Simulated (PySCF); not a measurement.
SiC: charges calculation

SiC (F-43m, 2 atoms in the cell), computed with Hartree-Fock of a periodic cell in Gaussian orbitals, HF, gth-dzv/gth-hf-rev, no spin polarisation (PySCF 2.14.0).

The structure derives from an entry of the Crystallography Open Database.

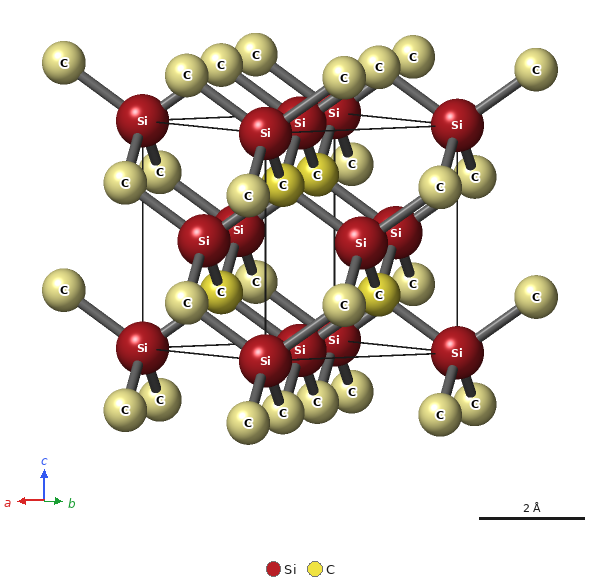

*The structure as given in the input (ball-and-stick view of the cell 4 times as large as that of the calculation, set on its symmetry axes, seen at an oblique angle; neighbours outside the cell are drawn fainter). An atom can appear more than once, as a periodic image.*

Near neighbours in the periodic cell (some may lie outside the picture): Si has 4 C at 1.89 Å; C has 4 Si at 1.89 Å.

**Input**
```python
import json
import numpy as np
from pyscf.pbc import gto, scf, dft, df
from pyscf.pbc.tools import pyscf_ase
from ase.spacegroup import crystal

atoms = crystal(['Si', 'C'], [[0.0, 0.0, 0.0], [0.25, 0.25, 0.25]],
                spacegroup=216, setting=1, cellpar=[4.358, 4.358, 4.358, 90.0, 90.0, 90.0], primitive_cell=True)  # F-43m: Si 4a, C 4c
cell = pyscf_ase.cell_from_ase(atoms)
cell.basis = 'gth-dzv'
cell.pseudo = 'gth-hf-rev'
cell.ke_cutoff = 130  # hartree
cell.exp_to_discard = 0.02
cell.precision = 1e-08
cell.max_memory = 5040  # MB
cell.verbose = 4
cell.build()

res = {}
kpts = cell.make_kpts([2, 2, 2])
mf = scf.KRHF(cell, kpts, exxdiv='ewald')
mf = mf.density_fit()
mf.with_df._cderi_to_save = 'cderi.h5'
mf.with_df.build(j_only=False)
mf.conv_tol = 1e-07
mf.max_cycle = 60

mf.kernel()
res.update(converged=bool(mf.converged), e_tot=mf.e_tot, nelec=cell.nelectron, nao=cell.nao, mesh=list(map(int, cell.mesh)), a=cell.lattice_vectors().tolist(), coords=cell.atom_coords().tolist(),
           mo_energy=[np.real(x).tolist() for x in mf.mo_energy], mo_occ=[np.real(x).tolist() for x in mf.mo_occ])
res.update(kpts=cell.get_scaled_kpts(kpts).tolist())
res['parts'] = {k: float(np.real(v)) for k, v in mf.scf_summary.items() if np.isscalar(v)}
json.dump(res, open('results.json', 'w'))
if not mf.converged:
    raise SystemExit('SCF not converged')

print('levels (eV)')
for i, kp in enumerate(res['kpts'][:40]):
    print('k %7.4f %7.4f %7.4f  ' % tuple(kp), ' '.join('%.3f' % (x * 27.211386) for x in res['mo_energy'][i][:9]))

# Mulliken populations
dm, s = np.asarray(mf.make_rdm1()), np.asarray(mf.get_ovlp())
sites = cell.aoslice_by_atom()[:, 2:]
tot = np.einsum('kij,kji->i', dm, s).real / len(kpts)
res['mulliken'] = [cell.atom_charge(i) - tot[a0:a1].sum() for i, (a0, a1) in enumerate(sites)]
print('Mulliken charges', np.round(res['mulliken'], 5))
res['meta_lowdin'] = mf.mulliken_meta()[1].tolist()
res['done'] = True
json.dump(res, open('results.json', 'w'))
```

Run as:
```bash
OMP_NUM_THREADS=4 python -u run.py > log
```

**The program's output**
```
Discarded 0 diffused primitive functions, 0 contracted functions

PySCF version 2.14.0

[INPUT] verbose = 4
[INPUT] num. atoms = 2
[INPUT] num. electrons = 8
[INPUT] charge = 0
[INPUT] spin (= nelec alpha-beta = 2S) = 0
[INPUT] symmetry False subgroup None
[INPUT] Mole.unit = angstrom
[INPUT] Symbol           X                Y                Z      unit          X                Y                Z       unit  Magmom
[INPUT]  1 Si     0.000000000000   0.000000000000   0.000000000000 AA    0.000000000000   0.000000000000   0.000000000000 Bohr   0.0
[INPUT]  2 C      1.089500000000   1.089500000000   1.089500000000 AA    2.058856612714   2.058856612714   2.058856612714 Bohr   0.0

nuclear repulsion = -10.4656108849501
number of shells = 4
number of NR pGTOs = 32
number of NR cGTOs = 16
basis = gth-dzv
ecp = {}
lattice vectors  a1 [0.000000000, 4.117713225, 4.117713225]
                 a2 [4.117713225, 0.000000000, 4.117713225]
                 a3 [4.117713225, 4.117713225, 0.000000000]
dimension = 3
low_dim_ft_type = None
Cell volume = 139.636
exp_to_discard = 0.02
rcut = 31.212176121645076 (nimgs = [7 7 7])
precision = 1e-08
pseudo = gth-hf-rev
ke_cutoff = 130
    = [31 31 31] mesh (29791 PWs)

******** <class 'pyscf.pbc.df.df.GDF'> ********
auxbasis = None
exp_to_discard = 0.02
len(kpts) = 8
ETB for Si: l = 0, exps = 0.115123378 * 2^n , n = 0..4
ETB for Si: l = 1, exps = 0.115123378 * 2^n , n = 0..4
ETB for Si: l = 2, exps = 0.115123378 * 2^n , n = 0..4
ETB for C: l = 0, exps = 0.2375755314 * 2^n , n = 0..5
ETB for C: l = 1, exps = 0.2375755314 * 2^n , n = 0..5
ETB for C: l = 2, exps = 0.2375755314 * 2^n , n = 0..5

WARN: Even tempered Gaussians are generated as DF auxbasis for  Si C

Drop 0 primitive fitting functions
make aux basis, num shells = 33, num cGTOs = 99
auxcell.rcut 18.06908880982358

******** <class 'pyscf.pbc.df.rsdf_builder._RSGDFBuilder'> ********
mesh = [9 9 9] (729 PWs)
ke_cutoff = 9.313384510102091
omega = 0.38749882159171106
exclude_d_aux = True
exclude_dd_block = True
j2c_eig_always = False
has_long_range = True

******** <class 'pyscf.pbc.scf.khf.KRHF'> ********
method = KRHF
initial guess = minao
damping factor = 0
level_shift factor = 0
DIIS = <class 'pyscf.scf.diis.CDIIS'>
diis_start_cycle = 1
diis_space = 8
diis_damp = 0
SCF conv_tol = 1e-07
SCF conv_tol_grad = None
SCF max_cycles = 60
direct_scf = True
direct_scf_tol = 1e-13

******** PBC SCF flags ********
N kpts = 8
Exchange divergence treatment (exxdiv) = ewald
    madelung (= occupied orbital energy shift) = 0.27836215291790134
    Total energy shift due to Ewald probe charge = -1/2 * Nelec*madelung = -1.11344861167
DF object = <pyscf.pbc.df.df.GDF object>
Set gradient conv threshold to 0.000316228

******** <class 'pyscf.pbc.df.rsdf_builder._RSNucBuilder'> ********
mesh = [9 9 9] (729 PWs)
ke_cutoff = 9.313384510102091
omega = 0.39697079935004675
exclude_d_aux = False
exclude_dd_block = True
j2c_eig_always = False
has_long_range = True
init E= -10.3033579745823
  HOMO = 0.42885311914  LUMO = 0.530973390962  gap/eV = 2.77883
cycle= 1 E= -9.19711012924434  delta_E= 1.11  |g|= 0.923  |ddm|=  166
  HOMO = 0.280660647868  LUMO = 0.620765210817  gap/eV = 9.25472
cycle= 2 E= -9.22390190886459  delta_E= -0.0268  |g|= 0.268  |ddm|=  170
  HOMO = 0.247098201424  LUMO = 0.623339607543  gap/eV = 10.23805
cycle= 3 E= -9.22652010291472  delta_E= -0.00262  |g|= 0.0442  |ddm|= 9.79
  HOMO = 0.249121017521  LUMO = 0.624732926254  gap/eV = 10.22092
cycle= 4 E= -9.22666081371962  delta_E= -0.000141  |g|= 0.00712  |ddm|= 13.4
  HOMO = 0.249175670182  LUMO = 0.624816408895  gap/eV = 10.22171
cycle= 5 E= -9.22666881680178  delta_E= -8e-06  |g|= 0.00111  |ddm|= 2.83
  HOMO = 0.249075876143  LUMO = 0.624815082729  gap/eV = 10.22438
cycle= 6 E= -9.22666901276727  delta_E= -1.96e-07  |g|= 0.000119  |ddm|= 0.411
  HOMO = 0.249089119939  LUMO = 0.624813592384  gap/eV = 10.22398
cycle= 7 E= -9.22666901435564  delta_E= -1.59e-09  |g|= 1.62e-05  |ddm|= 0.0251
  HOMO = 0.249087128836  LUMO = 0.624813819154  gap/eV = 10.22404
```

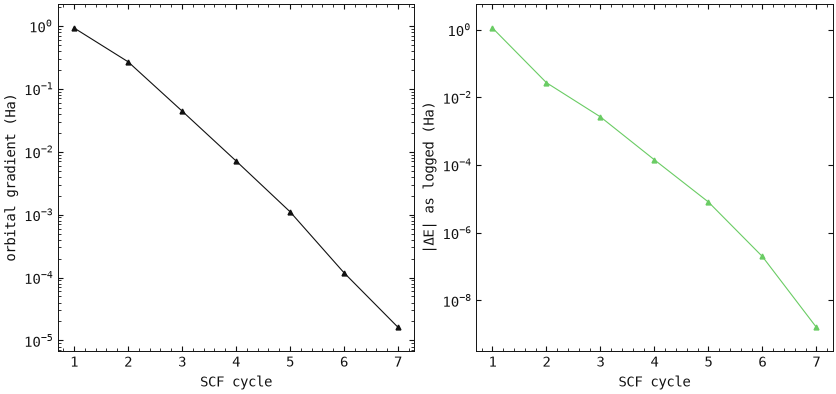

*Convergence of the self-consistent field: orbital gradient and size of the energy change against the SCF cycle.*

The residual falls at every step.

```
Extra cycle  E= -9.22666901438269  delta_E= -2.71e-11  |g|= 5.65e-06  |ddm|= 0.00371
converged SCF energy = -9.22666901438269
levels (eV)
k  0.0000  0.0000  0.0000   -14.463 6.778 6.778 6.778 22.882 23.158 23.158 23.158 37.776
k -0.0000 -0.0000  0.5000   -9.702 -4.444 5.163 5.163 21.905 23.630 23.630 27.209 36.134
k  0.0000  0.5000 -0.0000   -9.702 -4.444 5.163 5.163 21.905 23.630 23.630 27.209 36.134
k  0.0000  0.5000  0.5000   -7.718 -3.684 2.187 2.187 17.002 20.366 32.671 32.671 34.676
k  0.5000  0.0000  0.0000   -9.702 -4.444 5.163 5.163 21.905 23.630 23.630 27.209 36.134
k  0.5000  0.0000  0.5000   -7.718 -3.684 2.187 2.187 17.002 20.366 32.671 32.671 34.676
k  0.5000  0.5000  0.0000   -7.718 -3.684 2.187 2.187 17.002 20.366 32.671 32.671 34.676
k  0.5000  0.5000  0.5000   -9.702 -4.444 5.163 5.163 21.905 23.630 23.630 27.209 36.134
Mulliken charges [ 3.09599 -3.09599]
 ** Mulliken pop on meta-lowdin orthogonal AOs **
 ** Mulliken pop  **
pop of  0 Si 3s           0.81158
pop of  0 Si 4s           0.00223
pop of  0 Si 3px          0.63230
pop of  0 Si 3py          0.63230
pop of  0 Si 3pz          0.63230
pop of  0 Si 4px          0.00438
pop of  0 Si 4py          0.00438
pop of  0 Si 4pz          0.00438
pop of  1 C 2s            1.08013
pop of  1 C 3s            0.00080
pop of  1 C 2px           1.38007
pop of  1 C 2py           1.38007
pop of  1 C 2pz           1.38007
pop of  1 C 3px           0.01833
pop of  1 C 3py           0.01833
pop of  1 C 3pz           0.01833
 ** Mulliken atomic charges  **
charge of    0Si =      1.27614
charge of    1C =     -1.27614
```

**Summary**

```csv
quantity,value
outcome,converged
space group (tolerance 0.01 Å),F-43m (216)
electrons treated,8
free energy,−251.0705 eV
total energy,−251.0705 eV
Fermi energy,6.778 eV
gap on the k-point mesh,10.22 eV
hardware,"4 threads of Arm Neoverse V1, 24 GiB of memory available, shared host"
wall time,10 s (CPU time 30 s)
peak memory,0.17 GiB
```

**Remarks**

Notes on the run: Even tempered Gaussians are generated as DF auxbasis for  Si C. Points of doubt noted for this run: coarse mesh; mesh coarse for exact exchange. So coarse a mesh can miss the band edges, so the true gap of this method can be much smaller, or zero. The k-point mesh is coarse for a cell of this size, so the results may not be converged.
